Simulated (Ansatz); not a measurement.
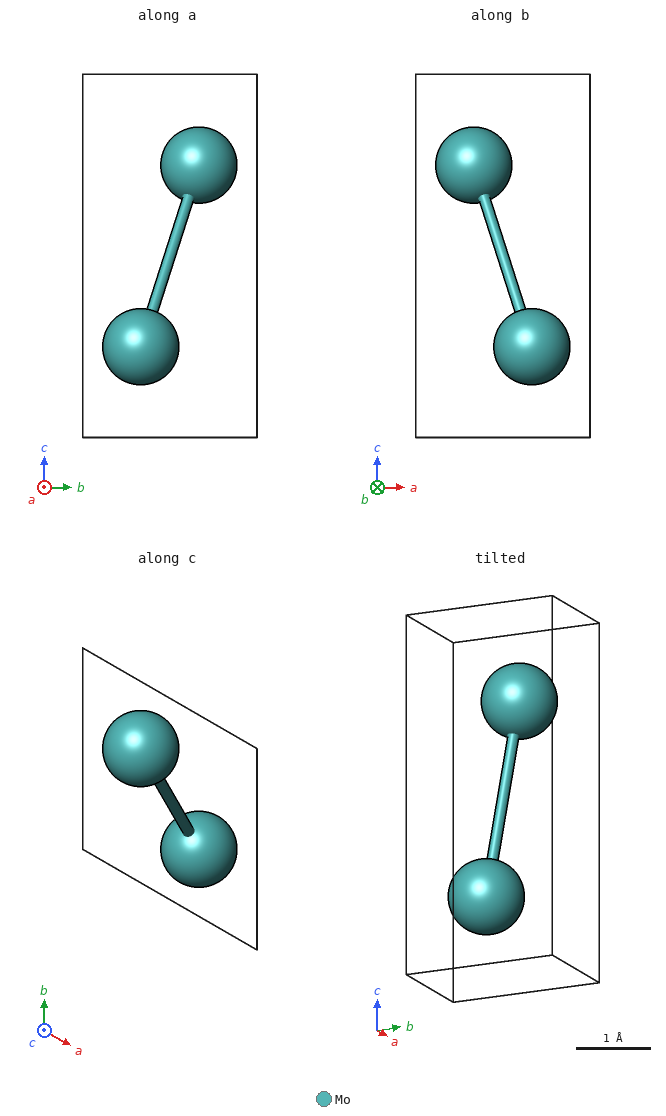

Shown here is a ball-and-stick view of the crystal, taken along the a axis, along the b axis, along the c axis and slightly off an axis. The conventional unit cell is outlined; an atom on or near a face, edge or corner is repeated at each equivalent position.

Lattice parameters: a = 2.735 Å, b = 2.735 Å, c = 4.933 Å, α = 90.00°, β = 90.00°, γ = 120.00°.

Question: Turn the picture into a table of Wyckoff sites.

Answer: Space group P6_3/mmc (No. 194).
```csv
atom,site,x,y,z
Mo,2d,0.3333,0.6667,0.7500
```

Starting structure: a structure type filled with this element by a generator (whether the element takes this form wasn't checked). It was relaxed at fixed volume with Ansatz, DFT r2SCAN, scalar-relativistic, plane waves, PAW.
